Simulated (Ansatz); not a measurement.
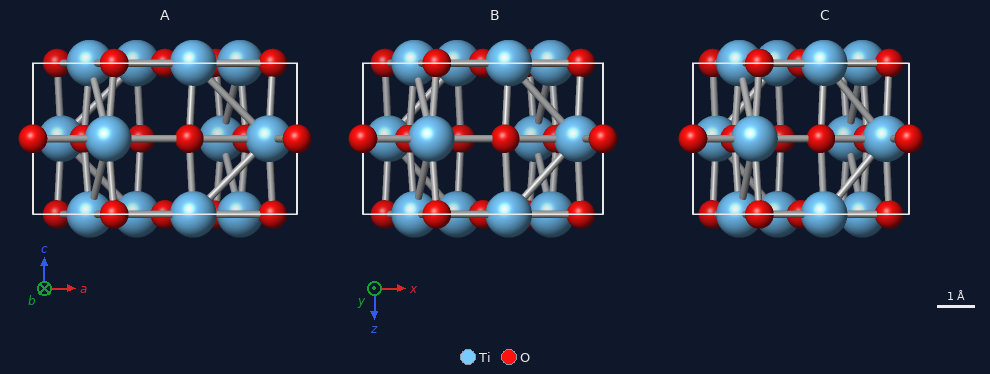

A crystal of Ti₄O₅ (I4/m): the cell is strained along x alone, with the atoms kept at their fractional coordinates. x, y and z are the Cartesian axes of the input. The picture is a ball-and-stick view of the conventional cell (2 times the calculation's cell), seen along the b axis. Lengths and directions refer to the drawn axes.

Theory: DFT PBEsol, scalar-relativistic, plane waves, PAW in Ansatz 0.2.0. (plane-wave cutoff 420 eV; k-point mesh 12 × 12 × 12; occupations gaussian; smearing width 0.15 eV; no spin polarisation). Energies (free energies at the smearing named) are counted from the relaxed crystal.

> Rank the frames from lowest to highest energy.

Lowest first: B (the strain 0.00, 0.0 meV/atom), A (the strain 0.10, 109.3 meV/atom), C (the strain −0.10, 219.1 meV/atom). Over the whole scan: of the computed points the lowest is at the strain 0.00, 0.0 meV/atom. The distortion takes the space group from I4/m to C2/m. At the strain −0.10 the cell of the drawing goes a 6.544 → 5.890 Å.
